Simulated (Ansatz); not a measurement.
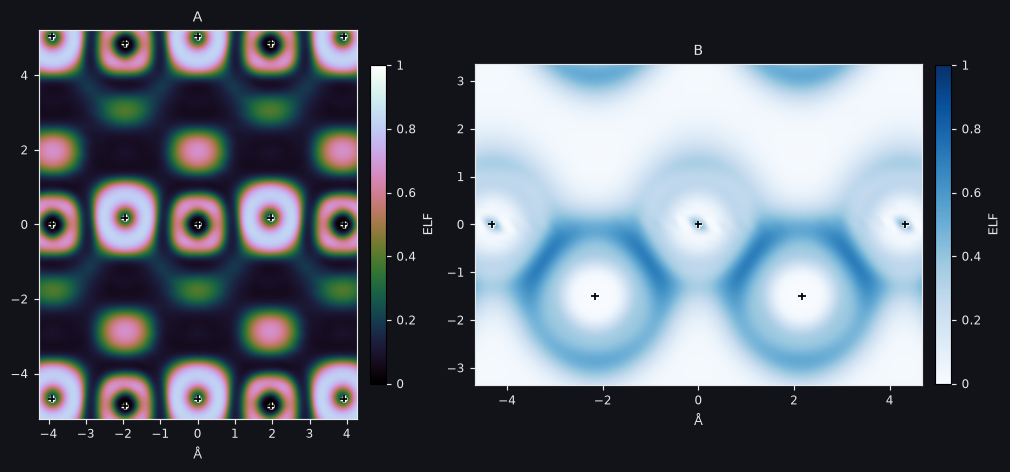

The electron localisation function of 2 systems, each on a plane through atoms (crosses mark nuclei in the plane).

Computed with DFT PBEsol, scalar-relativistic, plane waves, PAW (Ansatz).

System 1: Ti4O5, the (110) plane of the conventional cell. Space group I4/m; a structure from a database of computed crystals, not necessarily the ambient phase; changed on purpose from its base cell (strain +0.050 along x and y, -0.050 along z, atoms carried along); not relaxed (largest force 0.7 eV/Å); computed pressure about −6 GPa in this cell; computed without spin polarisation.

```
Ti O
1.0
     6.87116    0.00000    0.00000
     0.00000   -6.87116    0.00000
     0.00000    0.00000   -3.91694
Ti O
8 10
Cartesian
  4.9154 -6.1356 -1.9585
  1.4798 -2.7000 0.0000
  2.7000 -5.3914 0.0000
  6.1356 -1.9558 -1.9585
  0.7356 -4.9154 -1.9585
  4.1711 -1.4798 0.0000
  1.9558 -0.7356 -1.9585
  5.3914 -4.1711 0.0000
  5.5489 -4.0671 -1.9585
  2.1133 -0.6315 0.0000
  0.6315 -4.7579 0.0000
  4.0671 -1.3223 -1.9585
  2.8041 -5.5489 -1.9585
  6.2396 -2.1133 0.0000
  1.3223 -2.8041 -1.9585
  4.7579 -6.2396 0.0000
  0.0000 0.0000 -1.9585
  3.4356 -3.4356 0.0000
```

System 2: GaSb, the (010) plane of the conventional cell. Space group I-4m2; changed on purpose from its base cell (strain -0.0150 x Voigt [1, 0, 0, 0, 0, 0], atoms carried along).

```xyz
4
Lattice="0.0000 -3.0590 -3.0590 0.0000 3.0590 -3.0590 6.0262 0.0000 0.0000" Properties=species:S:1:pos:R:3 pbc="T T T"
Ga    3.0131    0.0000   -3.0590
Ga    0.0000    0.0000    0.0000
Sb    4.5197   -1.5295   -1.5295
Sb    1.5066    1.5295   -1.5295
```

Match each panel to its system.

Panel A is system 1, Ti4O5: the plane holds Ti and O. Ti–O (1.97 Å): the ELF peaks at about 0.80 in the valence shell of O, 0.6 Å from its nucleus, and is about 0.15 at the midpoint (no shared electron pair shows on this line). Panel B is system 2, GaSb: the plane holds Ga and Sb. Ga–Sb (2.64 Å): the ELF peaks at about 0.70 between the atoms.
